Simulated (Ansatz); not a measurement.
Structure: a (100) slab cut from Ge (Fd-3m), of composition Ge2H (not the bulk's), ended by Ge planes, 36 atoms in the cell, the slab at its places in the relaxed adsorbed structure; a = 8.06 Å, b = 8.06 Å, c = 30.25 Å, α = 90.00°, β = 90.00°, γ = 90.00°.

Ansatz; DFT PBE+D3(BJ), scalar-relativistic, plane waves, PAW, no spin polarisation, 3×3×1 k mesh, 420 eV cutoff.

What does the potential across the slab give for the band edges against vacuum?

From the vacuum level at the right face the ionisation potential is 4.78 eV and the electron affinity 3.86 eV; the left face gives the same. The slab's gap, their difference before rounding, is 0.92 eV. The two vacuum levels agree, so the slab has no net dipole along its normal. The outermost atoms are 9.4 Å apart, which leaves 20.8 Å of vacuum in a cell 30.3 Å high.

The atoms aren't at rest in this cell (largest force 0.6 eV/Å), so the relaxed material can differ.

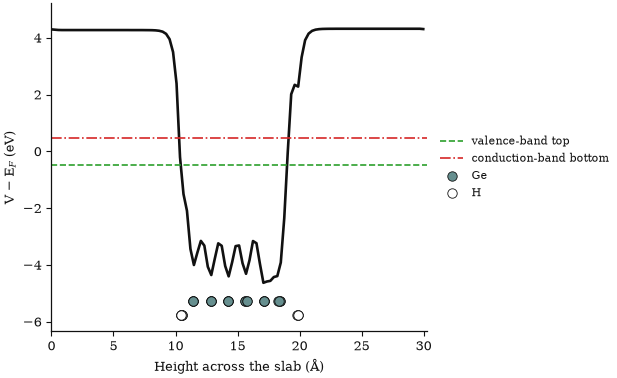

Plane-averaged electrostatic potential energy of an electron across the slab; circles at the bottom mark the heights of the atoms.
